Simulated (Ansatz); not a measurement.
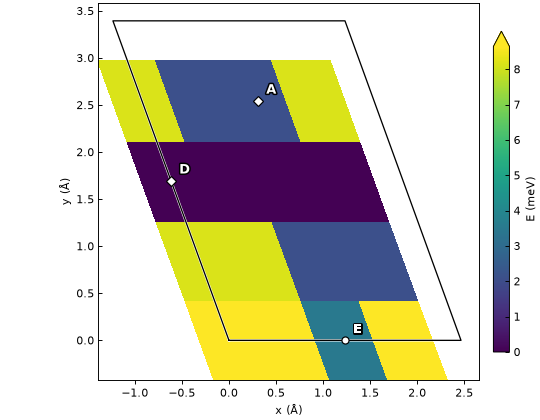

CO on a C(010) slab cut from the Fmmm phase, its upper half relaxed before the scan (24 atoms of substrate and one adsorbate in a 2 × 2 cell). 
- CO (O end down) is moved over the surface cell at a fixed height above a rigid substrate; the origin of the map has the adsorbate above C21; the height is held at 3.10 Å.
- Places are given modulo a cell vector. The map is drawn in real space over the plane of the surface.
- The scan uses a 4 × 4 grid; 7 points were computed and 9 follow by symmetry.
- Places are given in fractions of the 1 × 1 surface cell.
- Energies: meV, counted from the lowest grid point.
- At a fixed height the lowest place need not be the adsorption site.
- Theory: Ansatz, DFT PBE+D3(BJ), scalar-relativistic, plane waves, PAW. Settings: cutoff 420 eV, k-mesh 6×4×1, gaussian smearing 0.05 eV, no spin polarisation.

In the figure: one coloured cell a grid point, the outline of one cell of the plane, one colour for all values above the top of the scale, lettered points.

Question: Is D the lowest point of the computed grid?

Answer: Yes. D, at the trough between two rows of top atoms, (0/4, 2/4) of the cell vectors, has the lowest energy of the grid.

Question: Rank the lettered points by energy, lowest first.

Answer: D (0.0 meV), A (2.1 meV), E (3.5 meV).

PAW datasets: the set soft_1.
